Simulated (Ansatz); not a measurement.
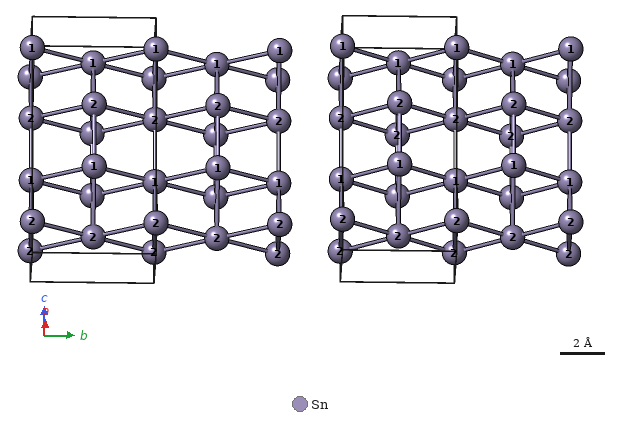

Two geometries of a crystal of Sn (built on the black phosphorus_64 type), drawn at one scale. One is the start of a relaxation, the other its converged end. A ball-and-stick model of the conventional cell (4 times the calculation's cell), repeated 1 × 2 × 1 with one cell outlined, seen from a free direction. Lengths and directions refer to the drawn axes.

Computed with Ansatz, DFT r2SCAN, scalar-relativistic, plane waves, PAW. Settings: plane-wave cutoff 500 eV; k-point mesh 20 × 20 × 20; occupations gaussian; smearing width 0.1 eV; no spin polarisation; cell and atoms relaxed; force threshold 0.01 eV/Å; at most 80 steps.

Which of the two is the end point?

Answer. The left one is the relaxed one. Case: black phosphorus type (Cmce, No. 64). The largest moves relative to the cell, 0.013 Å, are those of Sn1 and Sn2. Sn2 goes along +c. The drawn cell changes as follows: a 3.580 → 3.287 Å (−8.2 %), b 5.248 → 5.686 Å (+8.4 %), c 11.800 → 11.887 Å (+0.7 %); the volume changes by +0.2 %. Some distances before and after: Sn1–Sn1 3.580 → 3.287 Å, Sn1–Sn1 (another image) 3.176 → 3.284 Å, Sn1–Sn2 3.338 → 3.257 Å, Sn1–Sn2 (another image) 3.083 → 3.131 Å. The space group stays Fmmm (No. 69). The energy falls by 46.4 meV per cell of the calculation in 6 accepted moves (10 points after the start). Largest force component: 0.17 eV/Å at the start, 0.00023 eV/Å at the end. Pressure: 0.17 GPa at the start and 0.00 GPa at the end. The line search rejected the trial steps at points 4, 8 of the run. At 2 points the geometry stayed and the basis and grid were re-selected for the new cell (energy shift of 0.2 meV per cell of the calculation at most each time).
